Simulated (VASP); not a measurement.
**Run report: Ge, geometry relaxation (part 2 of 4)**

The same run, continued: Ge (3 atoms in the cell); Kohn-Sham DFT of a periodic cell, PBEsol, VASP PAW PBE potentials, recommended, no spin polarisation (VASP 6.6.1); cutoff 600 eV, 6×6×4 k-mesh, Gaussian smearing of 0.1 eV. The structure was made by swapping elements on the sites of another compound; it need not be a known phase. It belongs to a series of runs on one base structure; here: trigonal selenium type (P3_121, No. 152).

Geometry of the input (Å; fractional positions):
```
4.1437  0.0000  0.0000
-2.0719  3.5886  0.0000
0.0000  0.0000  4.7012
Ge 0.2254  0.0000  0.3333
Ge -0.0000  0.2254  0.6667
Ge 0.7746  0.7746  0.0000
```

### OSZICAR, continued
```
       N       E                     dE             d eps       ncg     rms          rms(c)
DAV:   1    -0.143524654562E+02   -0.10843E+00   -0.22997E+00  1539   0.156E+01    0.226E+00
DAV:   2    -0.142856007862E+02    0.66865E-01   -0.16411E-01  1429   0.745E+00    0.137E+00
DAV:   3    -0.142441842081E+02    0.41417E-01   -0.47443E-02  2095   0.418E+00    0.106E-01
DAV:   4    -0.142451720541E+02   -0.98785E-03   -0.12659E-02  1268   0.146E+00    0.795E-02
DAV:   5    -0.142451751526E+02   -0.30985E-05   -0.67748E-04  1554   0.434E-01    0.278E-02
DAV:   6    -0.142451521935E+02    0.22959E-04   -0.10570E-04  1379   0.233E-01    0.842E-03
DAV:   7    -0.142451526904E+02   -0.49684E-06   -0.18435E-05  1413   0.838E-02    0.216E-03
DAV:   8    -0.142451524614E+02    0.22900E-06   -0.16188E-06  1341   0.221E-02    0.806E-04
DAV:   9    -0.142451524588E+02    0.25793E-08   -0.87937E-08   675   0.585E-03
  17 F= -.14245152E+02 E0= -.14242591E+02  d E =-.637345E-01
       N       E                     dE             d eps       ncg     rms          rms(c)
DAV:   1    -0.142736505985E+02   -0.28498E-01   -0.56231E-01  1499   0.740E+00    0.113E+00
DAV:   2    -0.142571694473E+02    0.16481E-01   -0.40378E-02  1443   0.423E+00    0.687E-01
DAV:   3    -0.142468168144E+02    0.10353E-01   -0.12306E-02  2116   0.264E+00    0.551E-02
DAV:   4    -0.142470746328E+02   -0.25782E-03   -0.36407E-03  1270   0.816E-01    0.378E-02
DAV:   5    -0.142470783035E+02   -0.36707E-05   -0.18818E-04  1525   0.221E-01    0.127E-02
DAV:   6    -0.142470738546E+02    0.44489E-05   -0.27193E-05  1398   0.107E-01    0.559E-03
DAV:   7    -0.142470737868E+02    0.67759E-07   -0.30824E-06  1361   0.388E-02    0.981E-04
DAV:   8    -0.142470738576E+02   -0.70808E-07   -0.31552E-07  1108   0.966E-03
  18 F= -.14247074E+02 E0= -.14245125E+02  d E =-.656559E-01
       N       E                     dE             d eps       ncg     rms          rms(c)
DAV:   1    -0.142512673978E+02   -0.41936E-02   -0.68366E-02  1466   0.294E+00    0.402E-01
DAV:   2    -0.142490992798E+02    0.21681E-02   -0.58338E-03  1423   0.175E+00    0.241E-01
DAV:   3    -0.142478054898E+02    0.12938E-02   -0.17932E-03  1942   0.104E+00    0.257E-02
DAV:   4    -0.142478366415E+02   -0.31152E-04   -0.60035E-04  1260   0.353E-01    0.142E-02
DAV:   5    -0.142478351022E+02    0.15392E-05   -0.33771E-05  1488   0.995E-02    0.493E-03
DAV:   6    -0.142478349333E+02    0.16894E-06   -0.66458E-06  1362   0.472E-02    0.289E-03
DAV:   7    -0.142478347889E+02    0.14440E-06   -0.54640E-07  1302   0.161E-02    0.380E-04
DAV:   8    -0.142478347500E+02    0.38946E-07   -0.83270E-08   634   0.493E-03
  19 F= -.14247835E+02 E0= -.14245978E+02  d E =-.760892E-03
       N       E                     dE             d eps       ncg     rms          rms(c)
DAV:   1    -0.142503452736E+02   -0.25105E-02   -0.47282E-02  1490   0.244E+00    0.335E-01
DAV:   2    -0.142488394698E+02    0.15058E-02   -0.39396E-03  1431   0.145E+00    0.201E-01
DAV:   3    -0.142479466953E+02    0.89277E-03   -0.12573E-03  1949   0.870E-01    0.216E-02
DAV:   4    -0.142479675513E+02   -0.20856E-04   -0.41771E-04  1261   0.295E-01    0.118E-02
DAV:   5    -0.142479664263E+02    0.11250E-05   -0.22902E-05  1479   0.817E-02    0.399E-03
DAV:   6    -0.142479663804E+02    0.45909E-07   -0.44416E-06  1347   0.382E-02    0.238E-03
DAV:   7    -0.142479662730E+02    0.10740E-06   -0.36677E-07  1193   0.133E-02    0.308E-04
DAV:   8    -0.142479662411E+02    0.31884E-07   -0.60050E-08   625   0.403E-03
  20 F= -.14247966E+02 E0= -.14246168E+02  d E =-.892383E-03
       N       E                     dE             d eps       ncg     rms          rms(c)
DAV:   1    -0.142506697784E+02   -0.27035E-02   -0.27203E-02  1492   0.306E+00    0.253E-01
DAV:   2    -0.142493216815E+02    0.13481E-02   -0.20976E-03  1484   0.850E-01    0.127E-01
DAV:   3    -0.142488831387E+02    0.43854E-03   -0.80549E-04  1613   0.467E-01    0.269E-02
DAV:   4    -0.142488519195E+02    0.31219E-04   -0.97956E-05  1413   0.178E-01    0.710E-03
DAV:   5    -0.142488516589E+02    0.26067E-06   -0.47329E-06  1464   0.350E-02    0.410E-03
DAV:   6    -0.142488514070E+02    0.25190E-06   -0.37051E-07  1220   0.989E-03    0.208E-04
DAV:   7    -0.142488513938E+02    0.13194E-07   -0.22430E-08   650   0.192E-03
  21 F= -.14248851E+02 E0= -.14247035E+02  d E =-.885153E-03
       N       E                     dE             d eps       ncg     rms          rms(c)
DAV:   1    -0.142670659291E+02   -0.18215E-01   -0.24572E-01  1493   0.924E+00    0.757E-01
DAV:   2    -0.142549674927E+02    0.12098E-01   -0.18744E-02  1483   0.253E+00    0.382E-01
DAV:   3    -0.142510326791E+02    0.39348E-02   -0.72879E-03  1612   0.140E+00    0.796E-02
DAV:   4    -0.142507702486E+02    0.26243E-03   -0.87820E-04  1413   0.531E-01    0.215E-02
DAV:   5    -0.142507689713E+02    0.12773E-05   -0.41967E-05  1475   0.103E-01    0.123E-02
DAV:   6    -0.142507681744E+02    0.79684E-06   -0.34544E-06  1407   0.300E-02    0.641E-04
DAV:   7    -0.142507681428E+02    0.31647E-07   -0.16210E-07   940   0.538E-03
  22 F= -.14250768E+02 E0= -.14248907E+02  d E =-.280190E-02
       N       E                     dE             d eps       ncg     rms          rms(c)
DAV:   1    -0.143161338960E+02   -0.65366E-01   -0.98462E-01  1493   0.186E+01    0.151E+00
DAV:   2    -0.142680112554E+02    0.48123E-01   -0.74363E-02  1475   0.500E+00    0.760E-01
DAV:   3    -0.142523965734E+02    0.15615E-01   -0.29073E-02  1612   0.278E+00    0.156E-01
DAV:   4    -0.142513730830E+02    0.10235E-02   -0.33974E-03  1414   0.104E+00    0.444E-02
DAV:   5    -0.142513688685E+02    0.42145E-05   -0.14859E-04  1491   0.185E-01    0.244E-02
DAV:   6    -0.142513671473E+02    0.17212E-05   -0.12500E-05  1400   0.570E-02    0.127E-03
DAV:   7    -0.142513671143E+02    0.33010E-07   -0.63354E-07  1287   0.101E-02
  23 F= -.14251367E+02 E0= -.14249428E+02  d E =-.340087E-02
       N       E                     dE             d eps       ncg     rms          rms(c)
DAV:   1    -0.142578506024E+02   -0.64835E-02   -0.92728E-02  1484   0.557E+00    0.469E-01
DAV:   2    -0.142532202912E+02    0.46303E-02   -0.72546E-03  1475   0.157E+00    0.236E-01
DAV:   3    -0.142517253709E+02    0.14949E-02   -0.27382E-03  1613   0.856E-01    0.503E-02
DAV:   4    -0.142516325790E+02    0.92792E-04   -0.33495E-04  1429   0.328E-01    0.128E-02
DAV:   5    -0.142516326891E+02   -0.11018E-06   -0.16374E-05  1491   0.657E-02    0.747E-03
DAV:   6    -0.142516331237E+02   -0.43454E-06   -0.11826E-06  1396   0.172E-02    0.404E-04
DAV:   7    -0.142516331511E+02   -0.27460E-07   -0.54206E-08   735   0.331E-03
  24 F= -.14251633E+02 E0= -.14249726E+02  d E =-.366691E-02
```

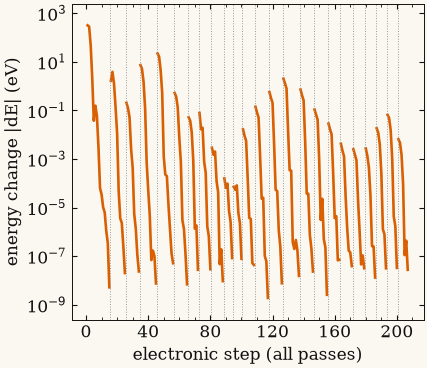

Convergence of the self-consistent field: energy change |dE| against the electronic step. Each stretch between dotted lines is the SCF of one geometry step of a relaxation. The 24 ionic steps take 6 to 15 electronic steps each. The density is held fixed in the first few steps, and dE rises again when its update begins.

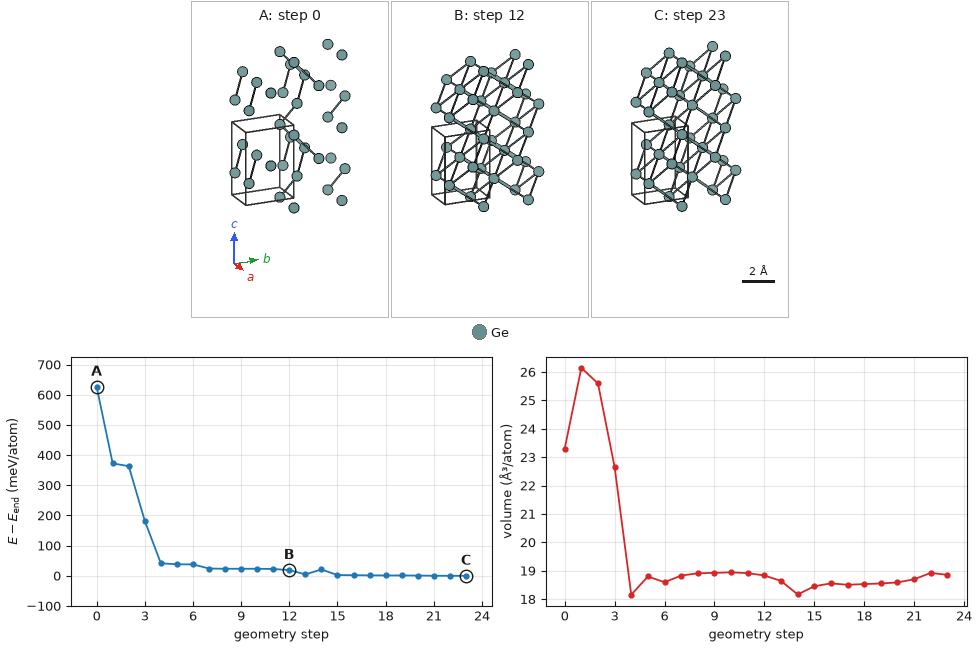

Frames of the relaxation (ball-and-stick view of the cell of the calculation, repeated 2 × 2 × 2, seen slightly off an axis) above the curves, on which the letters mark them (steps are counted from 0).

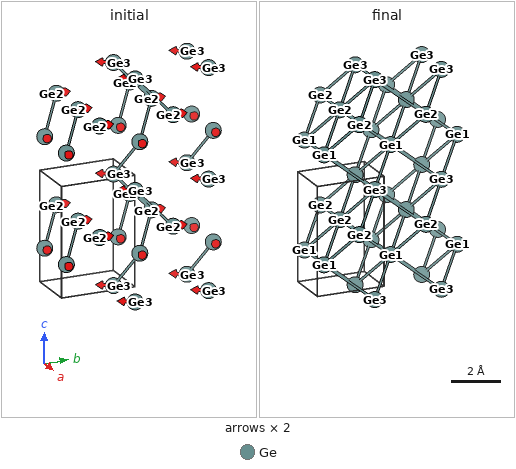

Before (left) and after (right) the relaxation, at one scale (ball-and-stick view of the cell of the calculation, repeated 2 × 2 × 2, seen slightly off an axis). The red arrows give the displacements (without the part carried along by the change of the cell), magnified 2 times. The largest moves relative to the cell, 0.41 Å, are those of Ge1, Ge2 and Ge3. Cell: a = b 4.144 → 3.754 Å (−9.4 %), c 4.701 → 4.636 Å (−1.4 %). Volume −19.1 %. Among the contacts that change: Ge1–Ge2 3.261 → 2.658 Å. Among the angles that change: Ge2–Ge1–Ge3 103.1° → 90.2°. The space group stays P3_121 (No. 152). Over 23 geometry steps the energy falls by 627 meV per atom. Largest force component: 3.6 eV/Å at the start, 0.021 eV/Å at the end. (Atoms are counted from 1 in the order of the input.)

### Parts of OUTCAR
```
EDIFF = 1E-7
   EDIFFG = -0.04
   ENCUT = 600
   GGA = PS
   IBRION = 2
   ISIF = 3
   ISMEAR = 0
   LASPH = T
   LREAL = F
   NELM = 100
   NSW = 90
   PREC = Accurate

 ion  position               nearest neighbor table
   1  0.225  0.000  0.333-   3 2.25   2 2.25
   2  0.000  0.225  0.667-   3 2.25   1 2.25
   3  0.775  0.775  0.000-   1 2.25   2 2.25

  LATTYP: Found a hexagonal cell.
 ALAT       =     4.1437142536
 C/A-ratio  =     1.1345334749

  Lattice vectors:

 A1 = (   4.1437142536,   0.0000000000,   0.0000000000)
 A2 = (  -2.0718571268,   3.5885618097,   0.0000000000)
 A3 = (   0.0000000000,   0.0000000000,   4.7011825310)

Analysis of symmetry for initial positions (statically):
=====================================================================
 Subroutine PRICEL returns:
 Original cell was already a primitive cell.

 Routine SETGRP: Setting up the symmetry group for a
 hexagonal supercell.

 Subroutine GETGRP returns: Found  6 space group operations
 (whereof  2 operations were pure point group operations)
 out of a pool of 24 trial point group operations.

The static configuration has the point symmetry C_2 .
 The point group associated with its full space group is D_3 .

Analysis of symmetry for dynamics (positions and initial velocities):
=====================================================================
 Subroutine PRICEL returns:
 Original cell was already a primitive cell.

 Routine SETGRP: Setting up the symmetry group for a
 hexagonal supercell.

 Subroutine GETGRP returns: Found  6 space group operations
 (whereof  2 operations were pure point group operations)
 out of a pool of 24 trial point group operations.

The dynamic configuration has the point symmetry C_2 .
 The point group associated with its full space group is D_3 .

 Subroutine INISYM returns: Found  6 space group operations
 (whereof  2 operations are pure point group operations),
 and found     1 'primitive' translations

----------------------------------------------------------------------------------------

                                     Primitive cell

  volume of cell :      69.9065

  direct lattice vectors                    reciprocal lattice vectors
     4.143714254  0.000000000  0.000000000     0.241329382  0.139331584  0.000000000
    -2.071857127  3.588561810  0.000000000     0.000000000  0.278663167  0.000000000
     0.000000000  0.000000000  4.701182531     0.000000000  0.000000000  0.212712438

  length of vectors
     4.143714254  4.143714254  4.701182531     0.278663167  0.278663167  0.212712438

  position of ions in fractional coordinates (direct lattice)
     0.225400000  0.000000000  0.333333333
     0.000000000  0.225400000  0.666666667
     0.774600000  0.774600000  0.000000000

  ion indices of the primitive-cell ions
   primitive index   ion index
                 1           1
                 2           2
                 3           3

----------------------------------------------------------------------------------------

 KPOINTS: k-points

Automatic generation of k-mesh.
 Grid dimensions read from file:
 generate k-points for:    6    6    4

 Generating k-lattice:

  Cartesian coordinates                     Fractional coordinates (reciprocal lattice)
     0.040221564  0.023221931  0.000000000     0.166666667  0.000000000  0.000000000
     0.000000000  0.046443861  0.000000000     0.000000000  0.166666667  0.000000000
     0.000000000  0.000000000  0.053178110     0.000000000  0.000000000  0.250000000

  Length of vectors
     0.046443861  0.046443861  0.053178110

  Shift w.r.t. Gamma in fractional coordinates (k-lattice)
     0.000000000  0.000000000  0.000000000

 Subroutine IBZKPT returns following result:
 ===========================================

 Found     24 irreducible k-points:

 Following reciprocal coordinates:
            Coordinates               Weight
  0.000000  0.000000  0.000000      1.000000
  0.166667  0.000000  0.000000      6.000000
  0.333333  0.000000  0.000000      6.000000
  0.500000  0.000000  0.000000      3.000000
  0.166667  0.166667  0.000000      6.000000
  0.333333  0.166667  0.000000     12.000000
  0.333333  0.333333  0.000000      2.000000
  0.000000  0.000000  0.250000      2.000000
  0.166667  0.000000  0.250000      6.000000
  0.000000  0.166667  0.250000      6.000000
  0.333333  0.000000  0.250000      6.000000
  0.000000  0.333333  0.250000      6.000000
  0.500000  0.000000  0.250000      6.000000
  0.166667  0.166667  0.250000     12.000000
  0.333333  0.166667  0.250000     12.000000
 -0.166667  0.500000  0.250000     12.000000
  0.333333  0.333333  0.250000      4.000000
  0.000000  0.000000  0.500000      1.000000
  0.166667  0.000000  0.500000      6.000000
  0.333333  0.000000  0.500000      6.000000
  0.500000  0.000000  0.500000      3.000000
  0.166667  0.166667  0.500000      6.000000
  0.333333  0.166667  0.500000     12.000000
  0.333333  0.333333  0.500000      2.000000
   k-points           NKPTS =     24   k-points in BZ     NKDIM =     24   number of bands    NBANDS=     25
   number of dos      NEDOS =    301   number of ions     NIONS =      3
   total plane-waves  NPLWV =  51840
   dimension x,y,z NGX =    36 NGY =   36 NGZ =   40
   dimension x,y,z NGXF=    72 NGYF=   72 NGZF=   80
   ions per type =               3
   NGX,Y,Z   is equivalent  to a cutoff of  14.44, 14.44, 14.15 a.u.
   NGXF,Y,Z  is equivalent  to a cutoff of  28.89, 28.89, 28.29 a.u.
 SYSTEM =  unknown system
   PREC   = accura    normal or accurate (medium, high low for compatibility)
   ISTART =      0    job   : 0-new  1-cont  2-samecut
   ICHARG =      2    charge: 1-file 2-atom 10-const
   ISPIN  =      1    spin polarized calculation?
   LNONCOLLINEAR =      F non collinear calculations
   LSORBIT =      F    spin-orbit coupling
   LASPH  =      T    aspherical Exc in radial PAW
   ENCUT  =  600.0 eV  44.10 Ry    6.64 a.u.   8.28  8.28  9.39*2*pi/ulx,y,z
   NELM   =    100;   NELMIN=  2; NELMDL= -5     # of ELM steps
   EDIFF  = 0.1E-06   stopping-criterion for ELM
   LREAL  =      F    real-space projection
   EDIFFG = -.4E-01   stopping-criterion for IOM
   NSW    =     90    number of steps for IOM
   IBRION =      2    ionic relax: 0-MD 1-quasi-New 2-CG
   NFREE  =      1    steps in history (QN), initial steepest desc. (CG)
   ISIF   =      3    stress and relaxation
   ISYM   =      2    0-nonsym 1-usesym 2-fastsym
   POTIM  = 0.5000    time-step for ionic-motion
   TEBEG  =    0.0;   TEEND  =   0.0 temperature during run
   PSTRESS=    0.0 pullay stress
   NELECT =      42.0000    total number of electrons
   NUPDOWN=      -1.0000    fix difference up-down
   EMIN   =  10.00;   EMAX   =-10.00  energy-range for DOS
   EFERMI =   0.00;   METHOD = LEGACY
   ISMEAR =     0;   SIGMA  =   0.10  broadening in eV -4-tet -1-fermi 0-gaus
   EFERMI_NEDOS =   21; number of points for ismear=-14 and -15
   IALGO  =     38    algorithm
   IMIX   =      4    mixing-type and parameters
     AMIX     =   0.40;   BMIX     =  1.00
     AMIX_MAG =   1.60;   BMIX_MAG =  1.00
  volume/ion in A,a.u.               =      23.30       157.25
  Fermi-wavevector in a.u.,A,eV,Ry     =   1.381398  2.610464 25.963458  1.908260
  Thomas-Fermi vector in A             =   2.506186
   LORBIT       =      0    0 simple, 1 ext, 2 COOP (PROOUT), +10 PAW based schemes
   GGA     = PS    functional components
   LHFCALC =     F    Hartree Fock is set to
   AEXX    =    0.0000 exact exchange contribution
   IVDW    =     0    specifies the selected vdW correction
   LEPSILON=     F    determine dielectric tensor
   LRPA    =     F    only Hartree local field effects (RPA)
 conjugate gradient relaxation of ions
 non-spin polarized calculation
 Gauss-broadening in eV      SIGMA  =   0.10
  energy-cutoff  :      600.00
  volume of cell :       69.91
 maximum number of plane-waves:      2353
 NGX is ok and might be reduce to    36
   NGX = 17   NGY = 17   NGZ = 19

--------------------------------------- Ionic step        1  -------------------------------------------

 number of electron      41.9999996 magnetization

 Free energy of the ion-electron system (eV)
  ---------------------------------------------------
  ext. energy  EPLUGINS =         0.00000000
  ---------------------------------------------------
  free energy    TOTEN  =       -12.37136067 eV

  energy without entropy =      -12.36093821  energy(sigma->0) =      -12.36614944
```
